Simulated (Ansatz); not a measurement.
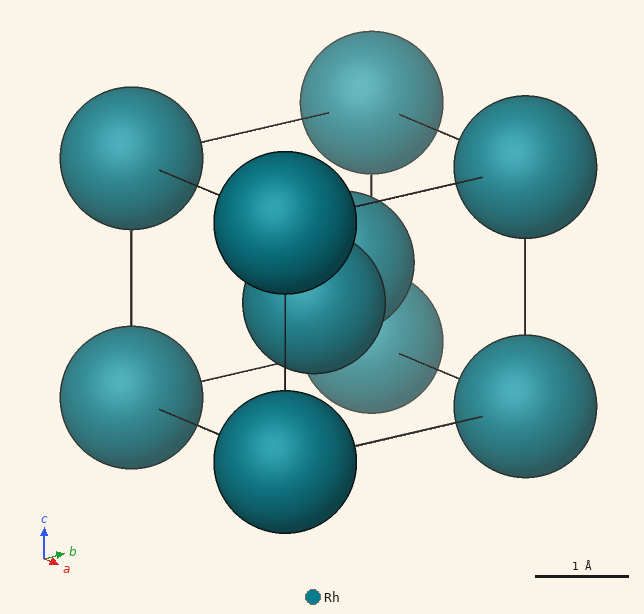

We look at a spheres-only model of the crystal slightly off an axis. Atoms at the boundary of the conventional unit cell (the box) are drawn once for each face, edge or corner they touch.

Cell parameters: a = 4.281 Å, b = 4.281 Å, c = 2.621 Å, α = 90.00°, β = 90.00°, γ = 120.00°.

**How many atoms count towards one cell?**

3 (rhodium), counting shared atoms by their share.

**Identify the space group.**

P6/mmm (No. 191), with Rh on 1a and Rh on 2d.

**Structure type?**

Ω phase (AlB₂-like).

The model was built from a textbook structure type filled with this element (whether it is the usual form wasn't checked). The picture shows the end point of a geometry optimisation with DFT PBEsol, scalar-relativistic, plane waves, PAW in Ansatz 0.2.0.
